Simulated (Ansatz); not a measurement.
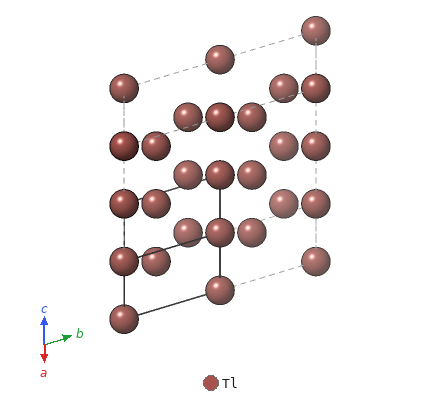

Tl (P6/mmm, No. 191): the end point of a relaxation with Ansatz, DFT, BLYP, plane waves (420 eV) with PAW, scalar-relativistic; the starting structure was generated, so it need not be a known form of this composition.

```cif
data_structure
_symmetry_space_group_name_H-M 'P6/mmm'
_symmetry_Int_Tables_number 191
_cell_length_a 5.8851
_cell_length_b 5.8851
_cell_length_c 3.5922
_cell_angle_alpha 90.000
_cell_angle_beta 90.000
_cell_angle_gamma 120.000
_cell_volume 107.75
loop_
_atom_site_label
_atom_site_type_symbol
_atom_site_symmetry_multiplicity
_atom_site_Wyckoff_symbol
_atom_site_fract_x
_atom_site_fract_y
_atom_site_fract_z
_atom_site_occupancy
Tl1 Tl 1 a 0.00000 0.00000 0.00000 1
Tl2 Tl 2 d 0.33333 0.66667 0.50000 1
```

**What will an iDPC-like image along [101] show? Simulated as the projected potential of neutral atoms (B = 0.3 Å²) blurred by a 0.71 Å probe, the thin-sample limit of integrated differential phase contrast. The display is stretched by a gamma of 0.8; percentages refer to the linear signal.**

The columns repeat on a centred rectangular net of 3.07 × 10.19 Å (plane group c2mm). All columns are alike (Tl). The shortest distance between visible columns is 1.70 Å in projection. Along the beam the structure repeats every 6.89 Å.

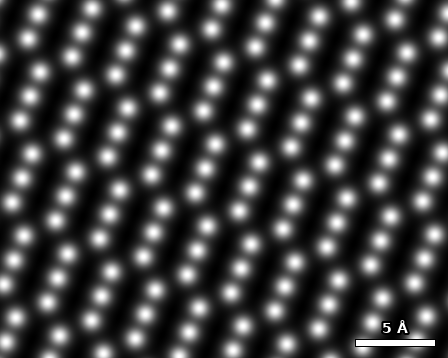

The simulated image.
